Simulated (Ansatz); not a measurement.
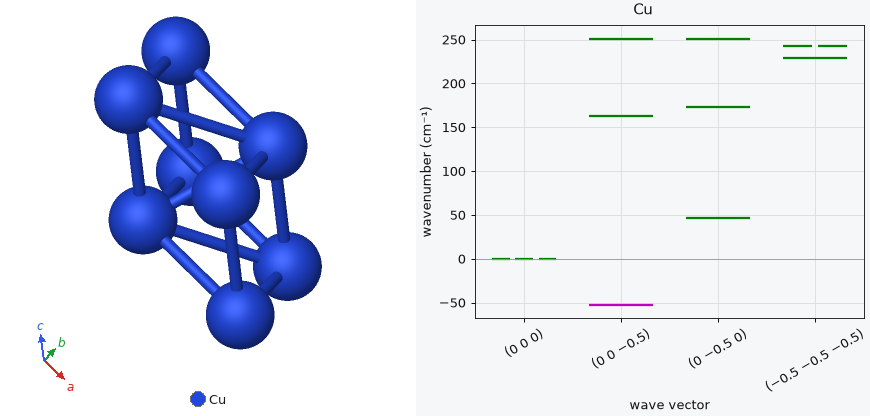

Plotted: phonon frequencies at several wave vectors (in fractions of the reciprocal vectors of the given cell) for Cu, space group I4/mmm (No. 139). Imaginary frequencies are drawn as negative. The cell is drawn beside the plot.

Structure:
```yaml
crystal:
  lattice:
    - [-1.45669, 1.45669, 1.36606]
    - [1.45669, -1.45669, 1.36606]
    - [1.45669, 1.45669, -1.36606]
  atoms:
    - { symbol: Cu, position: [0.00000, 0.00000, 0.00000] }
```

Method: harmonic phonon frequencies at the irreducible points of a q mesh with atoms at rest in the given cell, q in fractions of the reciprocal cell vectors, no long-range term at q = 0, imaginary frequencies are negative, the first points where there are many; plane waves with PAW datasets (Ansatz 0.2.0). Level: PBEsol, no spin polarisation.

- wave cutoff: 420 eV
- k mesh: 24×24×24
- occupations: Fermi–Dirac
- smearing width: 0.15 eV
- volume relative to the relaxed cell: 1.02
- phonon method: linear response
- q mesh: 2×2×2

**What do the frequencies say about stability?**

Imaginary modes appear at (0 0 −0.5), the softest at 52.7i cm⁻¹, so the structure is dynamically unstable.

**What is the highest frequency?**

The highest mode among the wave vectors computed lies at 251.0 cm⁻¹, at (0 0 −0.5).

Caveats: levels loosely converged; metal sensitive to the k mesh; vibrations at or below zero.
